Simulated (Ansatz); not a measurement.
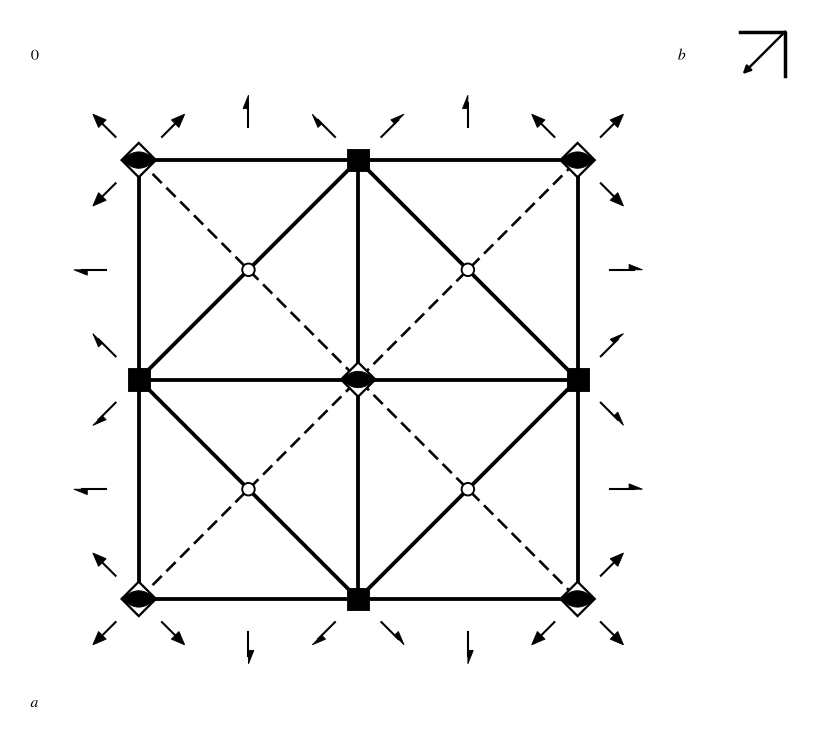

Symmetry elements of a space group, projected down c, computed from the operations of a computed or model structure of composition PbO.

Graphical symbols as in the International Tables (origin upper left, heights as fractions; handed screw axes are marked by their printed symbols).

> Give the Hermann–Mauguin symbol and number.

P4/nmm, No. 129, origin choice 1; primitive tetragonal, point group 4/mmm, 16 general positions a cell.

> List the elements shown.

−4 axes along c at (0, 0; inversion point at height 0), (1/2, 1/2; inversion point at height 0); 4 axes along c at (0, 1/2), (1/2, 0); inversion centres at (1/4, 1/4), (1/4, 3/4), (3/4, 1/4), (3/4, 3/4); in-plane glide planes holding c and [1 1 0] or [−1 1 0]; mirror planes holding c and [1 1 0] or [−1 1 0]; mirror planes normal to a, at x = 0, 1/2; mirror planes normal to b, at y = 0, 1/2; an n glide plane normal to c at height 0; 2 axes along [1 1 0] at height 0; 2 axes along [−1 1 0] at height 0; 2₁ axes along [1 1 0] at height 0; 2₁ axes along [−1 1 0] at height 0; 2₁ axes along a at height 0; 2₁ axes along b at height 0. Heights repeat every half period; positions are (a, b) fractions, modulo 1.
